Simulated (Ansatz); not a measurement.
```cif
data_structure
_symmetry_space_group_name_H-M 'P 1'
_symmetry_Int_Tables_number 1
_cell_length_a 5.6346
_cell_length_b 5.6346
_cell_length_c 5.6346
_cell_angle_alpha 90.000
_cell_angle_beta 90.000
_cell_angle_gamma 90.000
_cell_volume 178.89
loop_
_atom_site_label
_atom_site_type_symbol
_atom_site_fract_x
_atom_site_fract_y
_atom_site_fract_z
_atom_site_occupancy
Mg1 Mg 0.50000 0.50000 0.00000 1
Mg2 Mg 0.00000 0.50000 0.50000 1
Mg3 Mg 0.00000 0.00000 0.00000 1
Mg4 Mg 0.50000 0.00000 0.50000 1
S1 S 0.25000 0.75000 0.25000 1
S2 S 0.75000 0.75000 0.75000 1
S3 S 0.75000 0.25000 0.25000 1
S4 S 0.25000 0.25000 0.75000 1
```

Space group F-43m; a generated structure, not necessarily the stable one; changed on purpose from its base cell (volume × 1.000 of the coarse rest volume).

Computed with DFT r2SCAN+D3(BJ), scalar-relativistic, plane waves, PAW in Ansatz.

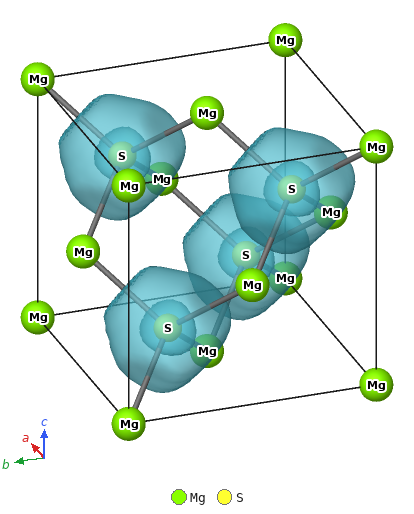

MgS. Isosurface of the ELF at 0.75 (cyan), seen at an oblique angle. Core shells and regions of very low density are left out. Sticks mark near contacts.

**Where are the electrons localised?**

The ELF exceeds this value in four regions wrapped around S (the valence shell of each), counted in one cell of 8 atoms. Regions shared between cells count once.

Values along the shortest contacts:
Mg–S (2.44 Å): the ELF peaks at about 0.90 in the valence shell of S, 0.9 Å from its nucleus, and falls to about 0.05 next to Mg (a closed-shell, largely ionic contact).
